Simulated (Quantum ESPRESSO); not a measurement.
# Band-structure run, with input and output: TiO2 (part 1 of 2)

System: TiO2 (P4₂/mnm, 6 atoms in the cell).
Method: Kohn-Sham DFT of a periodic cell, LDA, GBRV 1.5 LDA, no spin polarisation (Quantum ESPRESSO 7.5).

The structure derives from a Materials Project entry.

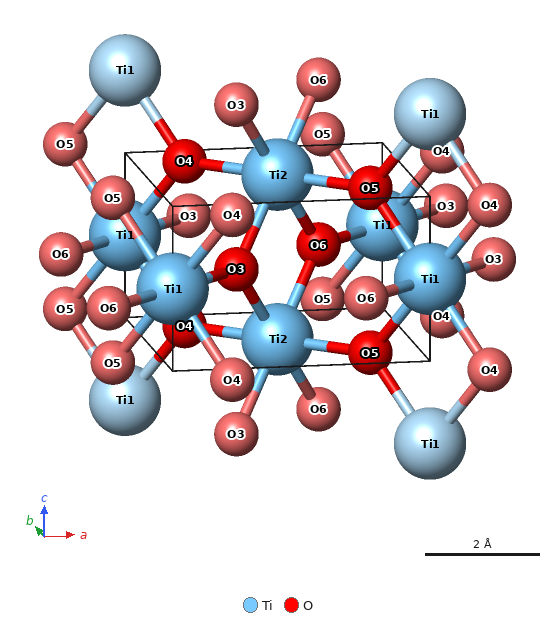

Figure 1. The structure (ball-and-stick view of the cell of the calculation, seen slightly off an axis; neighbours outside the cell are drawn fainter; atoms are numbered from 1 in the order of the input). An atom can appear more than once, as a periodic image.

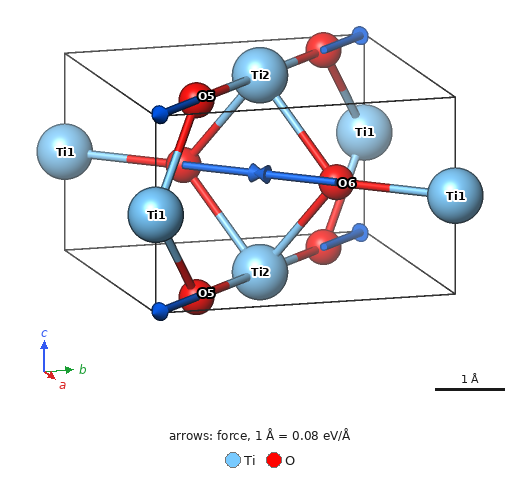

Figure 2. Forces on the atoms as blue arrows (ball-and-stick view of the cell of the calculation, seen slightly off an axis; atoms are numbered from 1 in the order of the input). The largest act on all 4 O atoms (0.11 eV/Å). The geometry is not a stationary point of this energy.

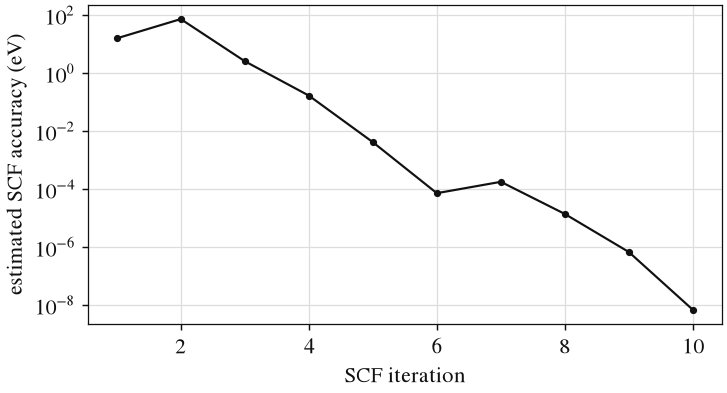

Figure 3. Convergence of the self-consistent field: estimated SCF accuracy against the iteration. The field takes 10 iterations in all.

The input and output of the run follow.

**Input**
```
&CONTROL
  calculation = 'scf'
  prefix = 'pwscf'
  outdir = './tmp'
  pseudo_dir = './pseudo'
  tprnfor = .true.
  tstress = .true.
  disk_io = 'low'
/
&SYSTEM
  ibrav = 0
  celldm(1) = 8
  nat = 6
  ntyp = 2
  ecutwfc = 45
  ecutrho = 360
  nbnd = 33
  occupations = 'smearing'
  smearing = 'fd'
  degauss = 0.00367493
/
&ELECTRONS
  conv_thr = 1.2d-09
  electron_maxstep = 120
  mixing_beta = 0.5
/
ATOMIC_SPECIES
Ti    47.8670 ti_lda_v1.4.uspp.F.UPF
O     15.9990 o_lda_v1.2.uspp.F.UPF
CELL_PARAMETERS alat
  1.0865540950003   0.0000000000000   0.0000000000000
  0.0000000000000   1.0865540950003   0.0000000000000
  0.0000000000000   0.0000000000000   0.6990128965849
ATOMIC_POSITIONS crystal
Ti     0.0000000000    0.0000000000    0.5000000000
Ti     0.5000000000    0.5000000000    0.0000000000
O      0.3043213200    0.3043213200    0.5000000000
O      0.1956786800    0.8043213200    0.0000000000
O      0.8043213200    0.1956786800    0.0000000000
O      0.6956786800    0.6956786800    0.5000000000
K_POINTS automatic
6 6 9 0 0 0
```

**File bands.in**
```
&CONTROL
  calculation = 'bands'
  prefix = 'pwscf'
  outdir = './tmp'
  pseudo_dir = './pseudo'
  disk_io = 'low'
  verbosity = 'high'
/
&SYSTEM
  ibrav = 0
  celldm(1) = 8
  nat = 6
  ntyp = 2
  ecutwfc = 45
  ecutrho = 360
  nbnd = 33
  occupations = 'smearing'
  smearing = 'fd'
  degauss = 0.00367493
/
&ELECTRONS
  conv_thr = 1d-08
  electron_maxstep = 120
  mixing_beta = 0.5
  diago_full_acc = .true.
  startingwfc = 'random'
/
ATOMIC_SPECIES
Ti    47.8670 ti_lda_v1.4.uspp.F.UPF
O     15.9990 o_lda_v1.2.uspp.F.UPF
CELL_PARAMETERS alat
  1.0865540950003   0.0000000000000   0.0000000000000
  0.0000000000000   1.0865540950003   0.0000000000000
  0.0000000000000   0.0000000000000   0.6990128965849
ATOMIC_POSITIONS crystal
Ti     0.0000000000    0.0000000000    0.5000000000
Ti     0.5000000000    0.5000000000    0.0000000000
O      0.3043213200    0.3043213200    0.5000000000
O      0.1956786800    0.8043213200    0.0000000000
O      0.8043213200    0.1956786800    0.0000000000
O      0.6956786800    0.6956786800    0.5000000000
K_POINTS crystal
60
 0.0000000000  0.0000000000  0.0000000000 1
 0.0000000000  0.1250000000  0.0000000000 1
 0.0000000000  0.2500000000  0.0000000000 1
 0.0000000000  0.3750000000  0.0000000000 1
 0.0000000000  0.5000000000  0.0000000000 1
 0.1250000000  0.5000000000  0.0000000000 1
 0.2500000000  0.5000000000  0.0000000000 1
 0.3750000000  0.5000000000  0.0000000000 1
 0.5000000000  0.5000000000  0.0000000000 1
 0.4285714286  0.4285714286  0.0000000000 1
 0.3571428571  0.3571428571  0.0000000000 1
 0.2857142857  0.2857142857  0.0000000000 1
 0.2142857143  0.2142857143  0.0000000000 1
 0.1428571429  0.1428571429  0.0000000000 1
 0.0714285714  0.0714285714  0.0000000000 1
 0.0000000000  0.0000000000  0.0000000000 1
 0.0000000000  0.0000000000  0.0625000000 1
 0.0000000000  0.0000000000  0.1250000000 1
 0.0000000000  0.0000000000  0.1875000000 1
 0.0000000000  0.0000000000  0.2500000000 1
 0.0000000000  0.0000000000  0.3125000000 1
 0.0000000000  0.0000000000  0.3750000000 1
 0.0000000000  0.0000000000  0.4375000000 1
 0.0000000000  0.0000000000  0.5000000000 1
 0.0000000000  0.1000000000  0.5000000000 1
 0.0000000000  0.2000000000  0.5000000000 1
 0.0000000000  0.3000000000  0.5000000000 1
 0.0000000000  0.4000000000  0.5000000000 1
 0.0000000000  0.5000000000  0.5000000000 1
 0.1000000000  0.5000000000  0.5000000000 1
 0.2000000000  0.5000000000  0.5000000000 1
 0.3000000000  0.5000000000  0.5000000000 1
 0.4000000000  0.5000000000  0.5000000000 1
 0.5000000000  0.5000000000  0.5000000000 1
 0.4285714286  0.4285714286  0.5000000000 1
 0.3571428571  0.3571428571  0.5000000000 1
 0.2857142857  0.2857142857  0.5000000000 1
 0.2142857143  0.2142857143  0.5000000000 1
 0.1428571429  0.1428571429  0.5000000000 1
 0.0714285714  0.0714285714  0.5000000000 1
 0.0000000000  0.0000000000  0.5000000000 1
 0.0000000000  0.5000000000  0.0000000000 1
 0.0000000000  0.5000000000  0.0555555556 1
 0.0000000000  0.5000000000  0.1111111111 1
 0.0000000000  0.5000000000  0.1666666667 1
 0.0000000000  0.5000000000  0.2222222222 1
 0.0000000000  0.5000000000  0.2777777778 1
 0.0000000000  0.5000000000  0.3333333333 1
 0.0000000000  0.5000000000  0.3888888889 1
 0.0000000000  0.5000000000  0.4444444444 1
 0.0000000000  0.5000000000  0.5000000000 1
 0.5000000000  0.5000000000  0.0000000000 1
 0.5000000000  0.5000000000  0.0625000000 1
 0.5000000000  0.5000000000  0.1250000000 1
 0.5000000000  0.5000000000  0.1875000000 1
 0.5000000000  0.5000000000  0.2500000000 1
 0.5000000000  0.5000000000  0.3125000000 1
 0.5000000000  0.5000000000  0.3750000000 1
 0.5000000000  0.5000000000  0.4375000000 1
 0.5000000000  0.5000000000  0.5000000000 1
```

Command:
```bash
OMP_NUM_THREADS=1 mpirun -n 2 pw.x -nk 2 -in pw.in > pw.out
OMP_NUM_THREADS=1 mpirun -n 2 pw.x -nk 2 -in bands.in > bands.out
```

**Output**
```
This program is part of the open-source Quantum ESPRESSO suite
     for quantum simulation of materials; please cite
         "P. Giannozzi et al., J. Phys.:Condens. Matter 21 395502 (2009);
         "P. Giannozzi et al., J. Phys.:Condens. Matter 29 465901 (2017);
         "P. Giannozzi et al., J. Chem. Phys. 152 154105 (2020);
          URL
     in publications or presentations arising from this work. More details at

     Message from routine setup:
     using ibrav=0 with symmetry is DISCOURAGED, use correct ibrav instead

     K-points division:     npool     =       2
     Subspace diagonalization in iterative solution of the eigenvalue problem:
     a serial algorithm will be used

     G-vector sticks info
     --------------------
     sticks:   dense  smooth     PW     G-vecs:    dense   smooth      PW
     Sum        2177    1085    333                48777    17227    2929

     Using Slab Decomposition

     bravais-lattice index     =            0
     lattice parameter (alat)  =       8.0000  a.u.
     unit-cell volume          =     422.5303 (a.u.)^3
     number of atoms/cell      =            6
     number of atomic types    =            2
     number of electrons       =        48.00
     number of Kohn-Sham states=           33
     kinetic-energy cutoff     =      45.0000  Ry
     charge density cutoff     =     360.0000  Ry
     scf convergence threshold =      1.2E-09
     mixing beta               =       0.5000
     number of iterations used =            8  plain     mixing
     Exchange-correlation= SLA  PZ   NOGX NOGC
                           (   1   1   0   0   0   0   0)

     celldm(1)=   8.000000  celldm(2)=   0.000000  celldm(3)=   0.000000
     celldm(4)=   0.000000  celldm(5)=   0.000000  celldm(6)=   0.000000

     crystal axes: (cart. coord. in units of alat)
               a(1) = (   1.086554   0.000000   0.000000 )
               a(2) = (   0.000000   1.086554   0.000000 )
               a(3) = (   0.000000   0.000000   0.699013 )

     reciprocal axes: (cart. coord. in units 2 pi/alat)
               b(1) = (  0.920341  0.000000  0.000000 )
               b(2) = (  0.000000  0.920341  0.000000 )
               b(3) = (  0.000000  0.000000  1.430589 )

     PseudoPot. # 1 for Ti read from file:
     ti_lda_v1.4.uspp.F.UPF
     Pseudo is Ultrasoft + core correction, Zval = 12.0
     Generated by new atomic code, or converted to UPF format
     Using radial grid of  851 points,  6 beta functions with:
                l(1) =   0
                l(2) =   0
                l(3) =   1
                l(4) =   1
                l(5) =   2
                l(6) =   2
     Q(r) pseudized with  6 coefficients,  rinner =    1.000   1.000   1.000
                                                       1.000   1.000

     PseudoPot. # 2 for O  read from file:
     o_lda_v1.2.uspp.F.UPF
     Pseudo is Ultrasoft + core correction, Zval =  6.0
     Generated by new atomic code, or converted to UPF format
     Using radial grid of  737 points,  5 beta functions with:
                l(1) =   0
                l(2) =   0
                l(3) =   1
                l(4) =   1
                l(5) =   2
     Q(r) pseudized with  8 coefficients,  rinner =    0.900   0.900   0.900
                                                       0.900   0.900

     atomic species   valence    mass     pseudopotential
     Ti               12.00    47.86700     Ti( 1.00)
     O                 6.00    15.99900     O ( 1.00)

     16 Sym. Ops., with inversion, found ( 8 have fractional translation)

   Cartesian axes

     site n.     atom                  positions (alat units)
         1        Ti     tau(   1) = (   0.0000000   0.0000000   0.3495064  )
         2        Ti     tau(   2) = (   0.5432770   0.5432770   0.0000000  )
         3        O      tau(   3) = (   0.3306616   0.3306616   0.3495064  )
         4        O      tau(   4) = (   0.2126155   0.8739386   0.0000000  )
         5        O      tau(   5) = (   0.8739386   0.2126155   0.0000000  )
         6        O      tau(   6) = (   0.7558925   0.7558925   0.3495064  )

     number of k points=    50  Fermi-Dirac smearing, width (Ry)=  0.0037
                       cart. coord. in units 2pi/alat
        k(    1) = (   0.0000000   0.0000000   0.0000000), wk =   0.0061728
        k(    2) = (   0.0000000   0.0000000   0.1589543), wk =   0.0123457
        k(    3) = (   0.0000000   0.0000000   0.3179086), wk =   0.0123457
        k(    4) = (   0.0000000   0.0000000   0.4768629), wk =   0.0123457
        k(    5) = (   0.0000000   0.0000000   0.6358172), wk =   0.0123457
        k(    6) = (   0.0000000   0.1533901   0.0000000), wk =   0.0246914
        k(    7) = (   0.0000000   0.1533901   0.1589543), wk =   0.0493827
        k(    8) = (   0.0000000   0.1533901   0.3179086), wk =   0.0493827
        k(    9) = (   0.0000000   0.1533901   0.4768629), wk =   0.0493827
        k(   10) = (   0.0000000   0.1533901   0.6358172), wk =   0.0493827
        k(   11) = (   0.0000000   0.3067802   0.0000000), wk =   0.0246914
        k(   12) = (   0.0000000   0.3067802   0.1589543), wk =   0.0493827
        k(   13) = (   0.0000000   0.3067802   0.3179086), wk =   0.0493827
        k(   14) = (   0.0000000   0.3067802   0.4768629), wk =   0.0493827
        k(   15) = (   0.0000000   0.3067802   0.6358172), wk =   0.0493827
        k(   16) = (   0.0000000  -0.4601704   0.0000000), wk =   0.0123457
        k(   17) = (   0.0000000  -0.4601704   0.1589543), wk =   0.0246914
        k(   18) = (   0.0000000  -0.4601704   0.3179086), wk =   0.0246914
        k(   19) = (   0.0000000  -0.4601704   0.4768629), wk =   0.0246914
        k(   20) = (   0.0000000  -0.4601704   0.6358172), wk =   0.0246914
        k(   21) = (   0.1533901   0.1533901   0.0000000), wk =   0.0246914
        k(   22) = (   0.1533901   0.1533901   0.1589543), wk =   0.0493827
        k(   23) = (   0.1533901   0.1533901   0.3179086), wk =   0.0493827
        k(   24) = (   0.1533901   0.1533901   0.4768629), wk =   0.0493827
        k(   25) = (   0.1533901   0.1533901   0.6358172), wk =   0.0493827
        k(   26) = (   0.1533901   0.3067802   0.0000000), wk =   0.0493827
        k(   27) = (   0.1533901   0.3067802   0.1589543), wk =   0.0987654
        k(   28) = (   0.1533901   0.3067802   0.3179086), wk =   0.0987654
        k(   29) = (   0.1533901   0.3067802   0.4768629), wk =   0.0987654
        k(   30) = (   0.1533901   0.3067802   0.6358172), wk =   0.0987654
        k(   31) = (   0.1533901  -0.4601704   0.0000000), wk =   0.0246914
        k(   32) = (   0.1533901  -0.4601704   0.1589543), wk =   0.0493827
        k(   33) = (   0.1533901  -0.4601704   0.3179086), wk =   0.0493827
        k(   34) = (   0.1533901  -0.4601704   0.4768629), wk =   0.0493827
        k(   35) = (   0.1533901  -0.4601704   0.6358172), wk =   0.0493827
        k(   36) = (   0.3067802   0.3067802   0.0000000), wk =   0.0246914
        k(   37) = (   0.3067802   0.3067802   0.1589543), wk =   0.0493827
        k(   38) = (   0.3067802   0.3067802   0.3179086), wk =   0.0493827
        k(   39) = (   0.3067802   0.3067802   0.4768629), wk =   0.0493827
        k(   40) = (   0.3067802   0.3067802   0.6358172), wk =   0.0493827
        k(   41) = (   0.3067802  -0.4601704   0.0000000), wk =   0.0246914
        k(   42) = (   0.3067802  -0.4601704   0.1589543), wk =   0.0493827
        k(   43) = (   0.3067802  -0.4601704   0.3179086), wk =   0.0493827
        k(   44) = (   0.3067802  -0.4601704   0.4768629), wk =   0.0493827
        k(   45) = (   0.3067802  -0.4601704   0.6358172), wk =   0.0493827
        k(   46) = (  -0.4601704  -0.4601704   0.0000000), wk =   0.0061728
        k(   47) = (  -0.4601704  -0.4601704   0.1589543), wk =   0.0123457
        k(   48) = (  -0.4601704  -0.4601704   0.3179086), wk =   0.0123457
        k(   49) = (  -0.4601704  -0.4601704   0.4768629), wk =   0.0123457
        k(   50) = (  -0.4601704  -0.4601704   0.6358172), wk =   0.0123457

     Dense  grid:    48777 G-vectors     FFT dimensions: (  54,  54,  36)

     Smooth grid:    17227 G-vectors     FFT dimensions: (  40,  40,  24)

     Check: negative core charge=   -0.000012

     Initial potential from superposition of free atoms

     starting charge      45.9999, renormalised to      48.0000

     negative rho (up, down):  1.500E-03 0.000E+00
     Starting wfcs are   36 randomized atomic wfcs

     Self-consistent Calculation

     iteration #  1     ecut=    45.00 Ry     beta= 0.50
     Davidson diagonalization with overlap
     ethr =  1.00E-02,  avg # of iterations =  2.0

     negative rho (up, down):  1.710E-03 0.000E+00

     total energy              =    -367.92542747 Ry
     estimated scf accuracy    <       1.16725457 Ry

     iteration #  2     ecut=    45.00 Ry     beta= 0.50
     Davidson diagonalization with overlap
     ethr =  2.43E-03,  avg # of iterations =  3.9

     negative rho (up, down):  1.405E-03 0.000E+00

     total energy              =    -367.47327154 Ry
     estimated scf accuracy    <       5.41125670 Ry

     iteration #  3     ecut=    45.00 Ry     beta= 0.50
     Davidson diagonalization with overlap
     ethr =  2.43E-03,  avg # of iterations =  3.7

     negative rho (up, down):  1.419E-03 0.000E+00

     total energy              =    -368.40575285 Ry
     estimated scf accuracy    <       0.19199670 Ry

     iteration #  4     ecut=    45.00 Ry     beta= 0.50
     Davidson diagonalization with overlap
     ethr =  4.00E-04,  avg # of iterations =  1.8

     negative rho (up, down):  1.424E-03 0.000E+00

     total energy              =    -368.42143763 Ry
     estimated scf accuracy    <       0.01276064 Ry

     iteration #  5     ecut=    45.00 Ry     beta= 0.50
     Davidson diagonalization with overlap
     ethr =  2.66E-05,  avg # of iterations =  4.0

     negative rho (up, down):  1.430E-03 0.000E+00

     total energy              =    -368.42378447 Ry
     estimated scf accuracy    <       0.00030944 Ry

     iteration #  6     ecut=    45.00 Ry     beta= 0.50
     Davidson diagonalization with overlap
     ethr =  6.45E-07,  avg # of iterations =  2.2

     negative rho (up, down):  1.430E-03 0.000E+00

     total energy              =    -368.42381058 Ry
     estimated scf accuracy    <       0.00000540 Ry

     iteration #  7     ecut=    45.00 Ry     beta= 0.50
     Davidson diagonalization with overlap
     ethr =  1.13E-08,  avg # of iterations =  2.3

     negative rho (up, down):  1.431E-03 0.000E+00

     total energy              =    -368.42380766 Ry
     estimated scf accuracy    <       0.00001356 Ry

     iteration #  8     ecut=    45.00 Ry     beta= 0.50
     Davidson diagonalization with overlap
     ethr =  1.13E-08,  avg # of iterations =  3.3

     negative rho (up, down):  1.431E-03 0.000E+00

     total energy              =    -368.42381057 Ry
     estimated scf accuracy    <       0.00000103 Ry

     iteration #  9     ecut=    45.00 Ry     beta= 0.50
     Davidson diagonalization with overlap
     ethr =  2.15E-09,  avg # of iterations =  1.8

     negative rho (up, down):  1.431E-03 0.000E+00

     total energy              =    -368.42381065 Ry
     estimated scf accuracy    <       0.00000005 Ry

     iteration # 10     ecut=    45.00 Ry     beta= 0.50
     Davidson diagonalization with overlap
     ethr =  1.10E-10,  avg # of iterations =  3.6

     negative rho (up, down):  1.431E-03 0.000E+00

     End of self-consistent calculation

          k = 0.0000 0.0000 0.0000 (  2127 PWs)   bands (ev):

   -47.5381 -47.5202 -24.1786 -24.1786 -24.0109 -24.0109 -23.9777 -23.9410
    -9.1759  -7.9428  -7.1874  -7.1874   2.8899   3.3393   3.6986   4.9024
     4.9024   6.1384   6.1384   6.7315   8.0253   8.2704   8.2704   8.7336
    10.5166  10.7865  11.0621  11.1643  11.1643  13.1610  13.2879  15.3436
    15.3436

          k = 0.0000 0.0000 0.1590 (  2148 PWs)   bands (ev):

   -47.5325 -47.5157 -24.1646 -24.1646 -24.0327 -24.0083 -24.0083 -23.9990
    -9.0427  -7.8673  -7.2494  -7.2494   3.0715   3.4769   3.8422   4.7483
     4.7483   6.3509   6.4033   6.4033   7.5028   8.0163   8.0163   8.6718
    10.8307  10.9161  10.9786  11.3289  11.3289  13.1867  13.3438  15.1542
    15.1542

          k = 0.0000 0.0000 0.3179 (  2172 PWs)   bands (ev):

   -47.5182 -47.5045 -24.1693 -24.1434 -24.1278 -24.1278 -24.0029 -24.0029
    -8.6863  -7.6909  -7.4061  -7.4061   3.5542   3.8276   4.2648   4.5932
     4.5932   5.5542   6.4917   6.8409   6.8409   7.3984   7.3984   8.3781
    10.8805  11.1479  11.3721  11.7071  11.7071  12.8948  13.7403  14.8591
    14.8591

          k = 0.0000 0.0000 0.4769 (  2168 PWs)   bands (ev):

   -47.5013 -47.4923 -24.3200 -24.3041 -24.0816 -24.0816 -24.0007 -24.0007
    -8.2215  -7.5832  -7.5832  -7.5404   4.1005   4.1868   4.6560   4.6560
     4.9036   4.9385   5.5951   6.6629   6.6629   7.1445   7.1445   7.7119
    11.0195  11.3914  11.8189  12.0939  12.0939  12.4508  14.0648  14.7451
    14.7451

          k = 0.0000 0.0000 0.6358 (  2164 PWs)   bands (ev):

   -47.4888 -47.4857 -24.4142 -24.4089 -24.0426 -24.0426 -24.0077 -24.0077
    -7.7989  -7.6982  -7.6982  -7.5543   4.1956   4.2419   4.8850   4.8850
     4.9449   5.1665   5.8096   6.0610   6.0610   6.7851   7.2738   7.2738
    11.4081  11.6951  11.9238  11.9445  12.3227  12.3227  14.2027  14.3723
    14.7748

          k = 0.0000 0.1534 0.0000 (  2137 PWs)   bands (ev):
```
